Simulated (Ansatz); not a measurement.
GW calculation of LiCl

LiCl (2 atoms in the cell), computed with DFT, HSE06, plane waves, PAW, no spin polarisation (Ansatz 0.2.0).

The structure was built on a prototype by a generator. The geometry comes from this level: r2SCAN. It belongs to a series of runs on one base structure; here: G0W0 settings. Figures and captions count atoms from 1; the log counts them from 0 in places.

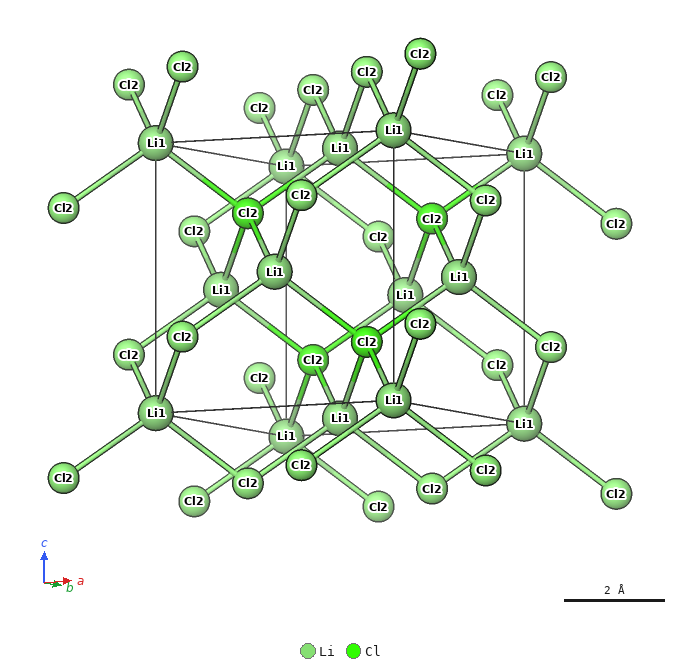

**Figure 1.** The structure as given in the input (ball-and-stick view of the cell 4 times as large as that of the calculation, set on its symmetry axes, seen at an oblique angle; neighbours outside the cell are drawn fainter; atoms are numbered from 1 in the order of the input). Near neighbours in the crystal (not all of them lie inside the picture): Li has 4 Cl at 2.37 Å; Cl has 4 Li at 2.37 Å.

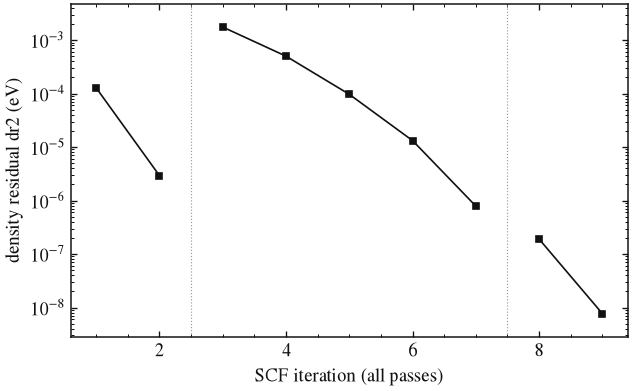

**Figure 2.** Convergence of the self-consistent field: density residual dr2 against the SCF iteration. The run starts with a semilocal functional; after that each stretch between dotted lines is one SCF of the hybrid functional between two exact rebuilds of the exchange operator by the outer loop. Early passes are stopped at a loose threshold. The passes take 2, 5 and 2 iterations.

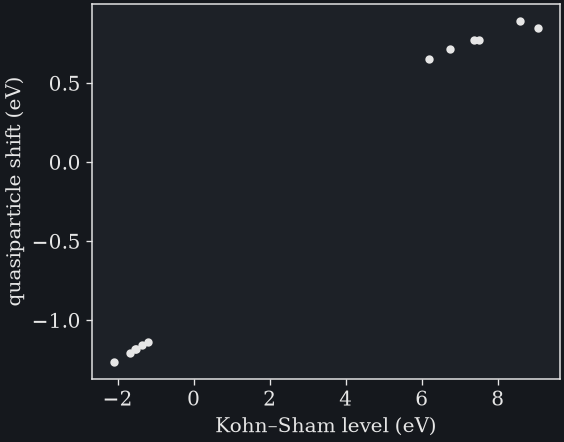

**Figure 3.** Quasiparticle corrections (linearised) against the Kohn–Sham levels, for the bands and k-points computed. On this mesh the gap goes from 7.39 to 9.17 eV.

These pictures come from the run below.

**The input**
```yaml
crystal:
  lattice:
    - [0.0, 2.7330425439, 2.7330425439]
    - [2.7330425439, 0.0, 2.7330425439]
    - [2.7330425439, 2.7330425439, 0.0]
  atoms:
    - { symbol: Li, position: [0.0, 0.0, 0.0] }
    - { symbol: Cl, position: [0.25, 0.25, 0.25] }
kpoints:
  mp_grid: { grid: [4, 4, 4] }
hamiltonian:
  xc: hse06
scf:
  occupations: { method: fixed }
gw:
  n_empty_bands: 60
  ecut_chi: 80
  qp_bands: [v1, c1]
  qp_kpoints: band_edges
  screening: { model: contour_deformation }
```

Launch command:
```bash
ansatz run input.yaml --threads 4 --pin off --max-ram 3686MiB --backend cpu --events-out ev --progress --plain --runs-dir out
```

**The program's output**
```
Engine: ansatz 0.2.0, aarch64-unknown-linux-gnu
Pseudopotentials: kind: paw
Pseudopotential: Li, paw, valence charge 3, recommended cutoff 420 eV (normal), Li.paw.azcp
Pseudopotential: Cl, paw, valence charge 7, recommended cutoff 420 eV (normal), Cl.paw.azcp
Functional definition: HSE06
  parameter a = 0.25
  parameter omega = 0.11/bohr
  exchange = pbe_x - a*pbe_x_sr(omega) + a*exact_x_sr(omega)
  correlation = pbe_c
davidson cushion auto → on  (no smearing: the cushion is to keep the highest requested band from converging to the state above it; pin scf.eigensolver.cushion to override)
Crystal: 2 atoms, lattice volume = 40.829 Å³
Basis set: ecut = 420 eV, 821 PW (Γ)
Bands: 9, of which v1, the nominal top of the filled ones, is band 5 counted from 1 (4 counted from 0)
Symmetry: 24 space group operations
Space group: F-43m (ITA 216), of the structure as read, at distance tolerance 3.4e-5 Å
k-points: 8 of 64 (time reversal used)
Non-local potential: Li, projectors of the file, l = 0: 3, l = 1: 2, l = 2: 1
Non-local potential: Cl, projectors of the file, l = 0: 2, l = 1: 2, l = 2: 2
PAW form: soft (Blöchl's): semilocal exchange-correlation on the pseudo side does not see the compensation charge
PAW frozen core: Cl, regenerated for the run's functional, and the local potential with it (the file was generated under x = pbe(κ = 0.804, μ = 0.2195149727645171), c = pbe(β = 0.06672455060314922))
PAW one-centre angular grid: Li, 110 points (default); XC on 96 Gauss nodes
PAW one-centre angular grid: Cl, 110 points (default); XC on 64 Gauss nodes
Initial density: superposition of atomic densities (neutral atoms: chi_scale 0, normalization atom), corrected by the library's trained network
Initial wavefunctions: pseudopotential atomic-orbital guess
Functional: x = pbe(κ = 0.804, μ = 0.2195149727645171), c = pbe(β = 0.06672455060314922), warm-up for x = pbe(κ = 0.804, μ = 0.2195149727645171) + 0.25 (exact − pbe) at short range (hse, ω = 0.20786987370883472 Å⁻¹), c = pbe(β = 0.06672455060314922); HSE06 as pw.x's `hse` composes it (authors' and Libxc's form: `xc: wpbeh`)
SCF iter   1: F=—  HF=-1287.871565 eV  |F-HF|=—  |Δ(HF+E_count)|=         —  Δρ=5.30e-4  dr2=1.28e-4  ethr=1.77e-3  ⟨swp⟩=2.0  Hψ=583  notcnv=0
preconditioner: auto → none  [insulator: Δε(μ)=6.045 eV  Ē_g=13.916 eV  n_scr=8 (ndim 8)  ℏωp=16.4 eV  f_vac=0.038]
iter 2 solved again at ethr=2.93e-8 eV; its pass at ethr=1.28e-6 eV (dr2=2.93e-6 eV) is discarded
SCF iter   2: F=-1287.871464 eV  HF=-1287.871471 eV  |F-HF|=7.30e-6  |Δ(HF+E_count)|=   9.37e-5  Δρ=1.21e-4  dr2=2.93e-6  ethr=2.93e-8  ⟨swp⟩=2.6  Hψ=416  notcnv=0
SCF 1 stopped early in 2 iterations: F = -1287.871464 eV  dr2 = 2.93e-6
  greatest PAW one-centre occupation: 1.000 electrons in one spin orbital (limit 2), on the Li atom at site 0 (counted from 0), in its partial waves of l = 0
Initial density: handed on by an earlier stage of this run
Initial wavefunctions: those handed on with the density
Functional: x = pbe(κ = 0.804, μ = 0.2195149727645171) + 0.25 (exact − pbe) at short range (hse, ω = 0.20786987370883472 Å⁻¹), c = pbe(β = 0.06672455060314922); HSE06 as pw.x's `hse` composes it (authors' and Libxc's form: `xc: wpbeh`)
Exchange kernel: α = 0.2500, screened, ω = 0.2079 Å⁻¹, Wigner–Seitz truncation, v(0) = 1021.5919 eV·Å³, q-mesh 4×4×4, nearest image of the exchange supercell L = 15.46 Å, pair-density grid 15×15×15, without the augmentation charges, whose exchange is taken in its separable form by FFT convolution over the k-point mesh (sized by the pseudopotential files, 24×24×24 at the most), smooth part of the exact exchange by density-matrix convolution
Frozen-core exchange: fock
SCF iter   1: F=—  HF=-1288.724679 eV  |F-HF|=—  |Δ(HF+E_count)|=         —  Δρ=2.74e-3  dr2=1.75e-3  ethr=2.93e-7  ⟨swp⟩=7.6  Hψ=421  notcnv=0
preconditioner: auto → none  [insulator: Δε(μ)=7.364 eV  Ē_g=15.784 eV  n_scr=8 (ndim 8)  ℏωp=16.4 eV  f_vac=0.037]
SCF iter   2: F=—  HF=-1288.724185 eV  |F-HF|=—  |Δ(HF+E_count)|=   4.95e-4  Δρ=1.27e-3  dr2=5.00e-4  ethr=2.93e-7  ⟨swp⟩=3.4  Hψ=251  notcnv=0
SCF iter   3: F=—  HF=-1288.724074 eV  |F-HF|=—  |Δ(HF+E_count)|=   1.11e-4  Δρ=4.25e-5  dr2=9.68e-5  ethr=2.93e-7  ⟨swp⟩=3.0  Hψ=248  notcnv=0
SCF iter   4: F=—  HF=-1288.725133 eV  |F-HF|=—  |Δ(HF+E_count)|=   1.06e-3  Δρ=1.88e-4  dr2=1.32e-5  ethr=1.22e-8  ⟨swp⟩=4.9  Hψ=330  notcnv=0  defer=1
SCF iter   5: F=-1288.725130 eV  HF=-1288.725130 eV  |F-HF|=9.29e-8  |Δ(HF+E_count)|=   2.81e-6  Δρ=3.16e-5  dr2=7.87e-7  ethr=1.22e-8  ⟨swp⟩=3.1  Hψ=249  notcnv=0
SCF 2 stopped early in 5 iterations: F = -1288.725130 eV  dr2 = 7.87e-7
  greatest PAW one-centre occupation: 0.999 electrons in one spin orbital (limit 2), on the Li atom at site 0 (counted from 0), in its partial waves of l = 0
hybrid outer 1: dexx = +1.089e-3 eV, tail = 3.85e-6 eV
Exchange kernel: α = 0.2500, screened, ω = 0.2079 Å⁻¹, Wigner–Seitz truncation, v(0) = 1021.5919 eV·Å³, q-mesh 4×4×4, nearest image of the exchange supercell L = 15.46 Å, pair-density grid 15×15×15, without the augmentation charges, whose exchange is taken in its separable form by FFT convolution over the k-point mesh (sized by the pseudopotential files, 24×24×24 at the most), smooth part of the exact exchange by density-matrix convolution
Frozen-core exchange: fock
SCF iter   1: F=—  HF=-1288.725145 eV  |F-HF|=—  |Δ(HF+E_count)|=         —  Δρ=2.20e-5  dr2=1.90e-7  ethr=1.93e-7  ⟨swp⟩=2.2  Hψ=178  notcnv=0
preconditioner: auto → none  [insulator: Δε(μ)=7.386 eV  Ē_g=15.787 eV  n_scr=8 (ndim 8)  ℏωp=16.4 eV  f_vac=0.039]
iter 2 solved again at ethr=2.42e-11 eV; its pass at ethr=1.72e-9 eV (dr2=2.42e-9 eV) is discarded
SCF iter   2: F=-1288.725145 eV  HF=-1288.725145 eV  |F-HF|=2.44e-9  |Δ(HF+E_count)|=   6.26e-8  Δρ=5.23e-6  dr2=7.68e-9  ethr=2.42e-11  ⟨swp⟩=2.6  Hψ=436  notcnv=0
SCF 3 converged in 2 iterations: F = -1288.725145 eV  dr2 = 7.68e-9
hybrid outer 2: dexx = +5.761e-8 eV, tail = 1.76e-8 eV, Δε = 9.10e-4 eV (about 7.42e-5 eV left of the loop's levels)
NSCF: frozen V_eff on 8 k-points
Exchange-term sweep: 0 of 8 (spin, k) points
Exchange-term sweep: 1 of 8 (spin, k) points
Exchange-term sweep: 2 of 8 (spin, k) points
Exchange-term sweep: 3 of 8 (spin, k) points
Exchange-term sweep: 4 of 8 (spin, k) points
Exchange-term sweep: 5 of 8 (spin, k) points
Exchange-term sweep: 6 of 8 (spin, k) points
Exchange-term sweep: 7 of 8 (spin, k) points
Exchange-term sweep: 8 of 8 (spin, k) points
G₀W₀ screening: q 1/8
G₀W₀ screening: q 2/8 (q-point 5)
G₀W₀ screening: q 3/8 (q-point 6)
G₀W₀ screening: q 4/8 (q-point 2)
G₀W₀ screening: q 5/8 (q-point 4)
G₀W₀ screening: q 6/8 (q-point 8)
G₀W₀ screening: q 7/8 (q-point 3)
G₀W₀ screening: q 8/8 (q-point 7)
G₀W₀ self-energy: k 1/6
G₀W₀ self-energy: k 2/6
G₀W₀ self-energy: k 3/6
G₀W₀ self-energy: k 4/6
G₀W₀ self-energy: k 5/6
G₀W₀ self-energy: k 6/6
NSCF: frozen V_eff on 1 k-points
hybrid SCF converged: 2 outer / 7 inner (+2 warm-up), last move |dexx| = 5.76e-8 eV, tail = 1.76e-8 eV
Stability not checked: this state was not tested for a lower state beside it, because the functional holds exact exchange (a hybrid, or Hartree-Fock), whose exchange loop this test does not read (fock_operator; see scf.lower_state_search)
Free energy (F): -1288.725145 eV
Frozen-core exchange: fock
Harris-Foulkes:  -1288.725145 eV  (|F-HF|=2.44e-9)
Internal energy: -1288.725145 eV  (E = F + TS)
E sigma→0 (E₀):  -1288.725145 eV
Fermi energy:    -1.206078 eV
--- Per-component energies (eV) ---
  E_band       = -136.042116
  E_kinetic    = 183.862284
  E_local      = -396.088317  (includes V_loc(G=0)·N_el)
  E_nonlocal   = -4.815970
  E_hartree    = 122.941844
  E_xc         = -95.414788
  E_vxc        = -109.270248  (∫ρ·V_xc dr)
  E_exx        = -26.874698  (= α·E_x^exact, valence–valence)
  E_paw        = -677.592700  (= ΣΔE_a)
  E_vpaw       = -1.865038  (= ΣTr[D̂ρ^β])
  E_aug_tail   = 0.000102  (compensation charges beyond the density's cutoff)
  E_ewald      = -394.631751
  E_core_change = -0.111150  (= ΣΔE_core)
  E_smearing   = -0.000000  (= −TS)
  E_closure    = -0.000000  (closes the sum)
  Σ components = -1288.725145   (vs F -1288.725145, Δ=2.27e-13)
--- Band table (eV; the first three rows and the last of 8) ---
  k-point 0: bands = ["-46.7331", "-15.1367", "-1.2061", "-1.2061", "-1.2061", "6.1803", "10.4849"]
  k-point 1: bands = ["-46.7321", "-14.9792", "-2.4086", "-1.3682", "-1.3682", "7.5003", "10.7777"]
  k-point 2: bands = ["-46.7312", "-14.8099", "-3.3806", "-1.5186", "-1.5186", "8.5868", "10.6223"]
  k-point 7: bands = ["-46.7306", "-14.7046", "-2.7153", "-2.4330", "-2.2441", "8.2838", "10.9894"]
  guard bands above this table: 2 of the run's 9 bands. The solve was not asked for them (output.publish_guard_bands: true or output.eigenvalues: true publishes all)
--- G₀W₀: contour deformation, 5 samples at zero and on the imaginary axis and 2 off it, 64 q-points, 60 empty bands' worth ---
  eigenvalues of the whole cell's RPA ε∞ on this k-mesh (on a slab, of 1 + 4πα/V) = 2.1213, 2.1213, 2.1213; static W/v taken at q = 0 is 0.471405
  gw.qp_kpoints: band_edges: 6 of 8 stored k-points solved, in 1 pass; an edge of the gap read off the rows below is read off those points alone
    valence top: of the k-points left out ik 4 came nearest to being solved in a further pass, in band 5 (counted from 1, as in the quasiparticle table): it holds the edge there only if its correction is more favourable than any solved in that band by at least 0.621 eV; those differ by 0.122 eV
    conduction bottom: of the k-points left out ik 4 came nearest to being solved in a further pass, in band 6 (counted from 1, as in the quasiparticle table): it holds the edge there only if its correction is more favourable than any solved in that band by at least 1.902 eV; those differ by 0.235 eV
    ik  band        ε_KS         Σx   Σc(E_QP)       V_xc       Z   E_QP_lin       E_QP  E_QP is
     0     5     -1.2061   -21.2022     2.2692   -17.8056  0.8356    -2.3425    -2.3335  root
     0     6      6.1803    -4.4015    -2.9166    -7.9707  0.8788     6.8352     6.8329  root
     1     5     -1.3682   -21.0393     2.2853   -17.6050  0.8351    -2.5267    -2.5172  root
     1     6      7.5003    -4.7095    -2.9822    -8.4610  0.8740     8.2731     8.2696  root
     2     5     -1.5186   -20.9133     2.3049   -17.4390  0.8345    -2.6980    -2.6880  root
     2     6      8.5868    -4.3047    -3.0299    -8.2220  0.8750     9.4788     9.4741  root
     3     5     -1.6828   -20.6634     2.3116   -17.1581  0.8343    -2.8871    -2.8765  root
     3     6      7.3796    -4.2719    -2.9278    -7.9724  0.8754     8.1558     8.1524  root
     5     5     -1.5289   -20.8811     2.3016   -17.4093  0.8345    -2.7091    -2.6991  root
     5     6      9.0656    -4.8188    -3.0836    -8.7462  0.8674     9.9141     9.9094  root
     6     5     -2.1049   -20.2875     2.3639   -16.6741  0.8326    -3.3667    -3.3545  root
     6     6      6.7370    -2.9984    -2.7889    -6.5005  0.8820     7.4530     7.4503  root
```

**Key numbers**

| quantity | value |
| --- | --- |
| outcome | converged |
| space group (tolerance 0.01 Å) | F-43m (216) |
| electrons treated | 10 |
| free energy | −1288.7251 eV |
| Fermi energy | −1.206 eV |
| gap on the k-point mesh | 7.39 eV |
| quasiparticle gap on the mesh | 9.17 eV |
| hardware | 4 threads of an Arm (aarch64) CPU, shared host |
| wall time | 14 s (CPU time 41 s) |
| peak memory | 0.51 GiB |

Settings chosen away from the usual ones: G0W0 settings. The GW levels are not extrapolated in basis or mesh.
